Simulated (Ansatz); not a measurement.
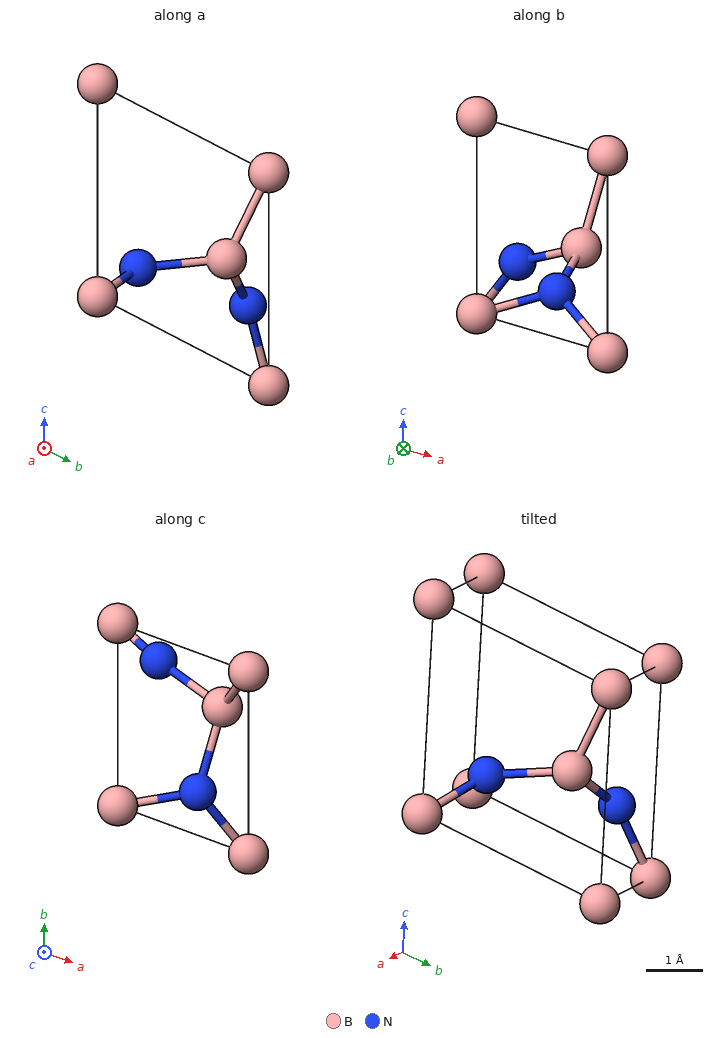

Ball-and-stick representation of a periodic structure, projected along the a axis, along the b axis, along the c axis and slightly off an axis. The frame is the unit cell; atoms at its boundary are shown with their periodic copies.

Lattice parameters: a = 2.5431 Å, b = 3.5908 Å, c = 3.8812 Å, α = 113.730°, β = 98.694°, γ = 104.632°.

Record the structure as a CIF in P1 with every atom of the cell, with free fractional coordinates to two decimals.

```cif
data_structure
_symmetry_space_group_name_H-M 'P 1'
_symmetry_Int_Tables_number 1
_cell_length_a 2.5431
_cell_length_b 3.5908
_cell_length_c 3.8812
_cell_angle_alpha 113.730
_cell_angle_beta 98.694
_cell_angle_gamma 104.632
_cell_volume 30.09
loop_
_atom_site_label
_atom_site_type_symbol
_atom_site_fract_x
_atom_site_fract_y
_atom_site_fract_z
_atom_site_occupancy
B1 B 0.00 0.00 0.00 1
B2 B 0.80 0.75 0.49 1
N1 N 0.61 0.24 0.23 1
N2 N 0.31 0.88 0.33 1
```

The structure was taken from a structure type filled with these elements by a generator (whether the compound takes this form wasn't checked). A relaxation with DFT PBE, scalar-relativistic, plane waves, PAW (Ansatz) gave the geometry drawn.
